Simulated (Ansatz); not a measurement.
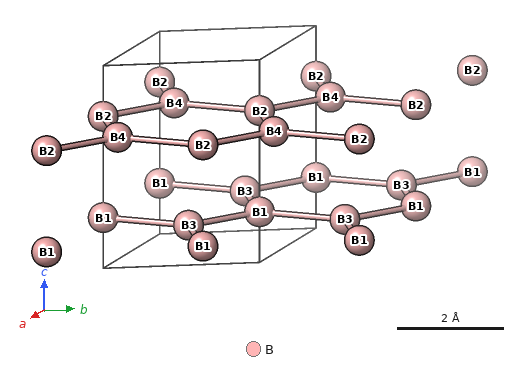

A crystal of B (a generated structure, set up in P6_3/mmc), before the relaxation. A ball-and-stick model of the cell of the calculation, repeated 2 × 2 × 1 with one cell outlined, seen slightly off an axis.

Case: C → B on all its sites, cell and atoms relaxed.

Computed with DFT PBE, scalar-relativistic, plane waves, PAW in Ansatz.

The input:
```yaml
crystal:
  lattice:
    - [3.0040793466, 0.0, 0.0]
    - [-1.5020396733, 2.6016090292, 0.0]
    - [0.0, 0.0, 3.952161553]
  atoms:
    - { symbol: B, position: [0.0, 0.0, 0.25] }
    - { symbol: B, position: [0.0, 0.0, 0.75] }
    - { symbol: B, position: [0.3333333333, 0.6666666667, 0.25] }
    - { symbol: B, position: [0.6666666667, 0.3333333333, 0.75] }
basis:
  ecutwfc: 420
kpoints:
  mp_grid: { grid: [18, 18, 10] }
hamiltonian:
  xc: pbe
scf:
  occupations: { method: gaussian, width: 0.1 }
output:
  forces: true
  stress: true
  eigenvalues: true
relax:
  adjacent_minimum: "off"
  f_tol: 0.01
  max_steps: 60
  cell: { stress_tol: 0.1 }
```

Launched with:
```bash
ansatz run input.yaml --threads 1 --pin off --max-ram 2560MiB --backend cpu --events-out ev --progress --plain --runs-dir out
```

What does the optimiser find from here?

Over 3 accepted moves (4 points after the start) the energy falls by 3.0 meV per atom. All forces vanish by symmetry, so only the cell relaxes. The pressure goes from 0.29 to 0.03 GPa. At 1 point the geometry stayed and the basis and grid were re-selected for the new cell (energy shift of 0.1 meV per atom at most each time). The atoms keep their places relative to the cell (all moves are under 0.005 Å). The volume changes by +1.4 %, with a = b 3.004 → 2.994 Å (−0.3 %), c 3.952 → 4.033 Å (+2.1 %). Some distances before and after: B1–B3 1.734 → 1.729 Å. The space group stays P6_3/mmc (No. 194).

History of the run:

| step | E − E(0), meV/atom | pressure, GPa | volume, Å³/atom | note |
| --- | --- | --- | --- | --- |
| 0 | 0.00 | 0.29 | 7.722 |  |
| 1 | -2.45 | 0.39 | 7.772 |  |
| 2 | -2.93 | 0.08 | 7.822 |  |
| 3 | -2.93 | 0.00 | 7.829 |  |
| 4 | -3.05 | 0.03 | 7.829 | same geometry, new basis |

After the run, drawn alike:

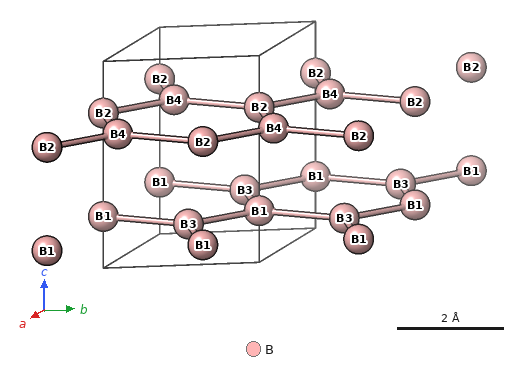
